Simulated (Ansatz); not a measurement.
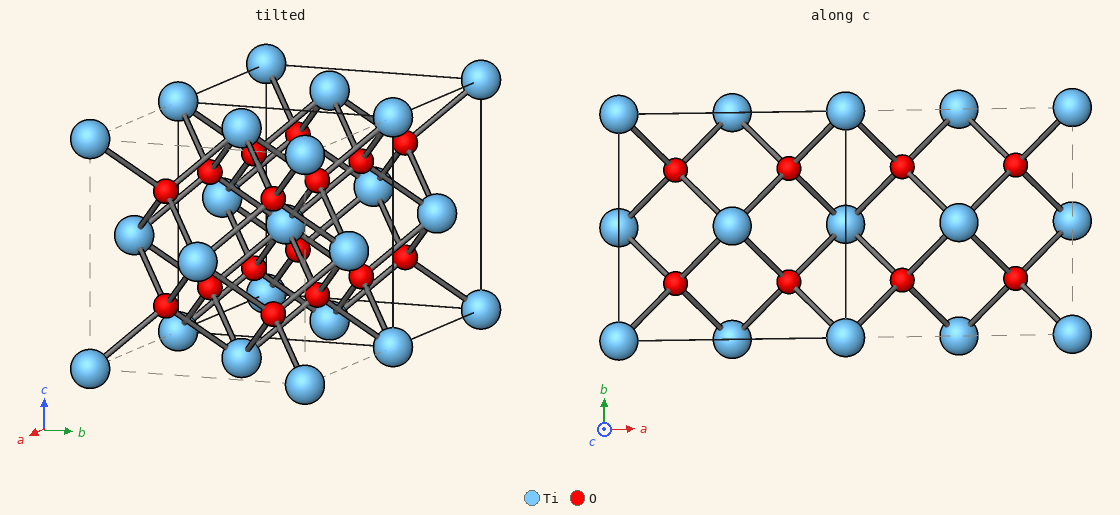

We look at a ball-and-stick model of the crystal slightly off an axis and along the c axis. The solid box is one drawn cell (a repeat of the simulation cell), and 2×1×1 cells are shown.

TiO2, a = 4.79 Å, b = 4.79 Å, c = 4.79 Å, α = 90.00°, β = 90.00°, γ = 89.14°.

The numbers come from DFT, PBE, plane waves, PAW in Ansatz 0.2.0, using a basis cut at 420 eV, k-points about 0.23 Å⁻¹ apart, Fermi-Dirac smearing of 0.02 eV, no spin polarisation.

Question: Metal or not?

Answer: A semiconductor at this level, with a gap of 1.14 eV, indirect; the smallest direct gap is 1.85 eV.

Question: What is the pressure at this volume?

Answer: The computed pressure is 5.9 GPa (compressed: it would expand).

The model was built from a structure type filled with these elements by a generator (whether the compound takes this form wasn't checked). The cell was then strained or its atoms displaced on purpose. It was run through Ansatz as a DFT input.

At this level of theory the cell isn't at rest (compressed, at 6 GPa), so its distances can differ from those at equilibrium, the more so the softer the solid.
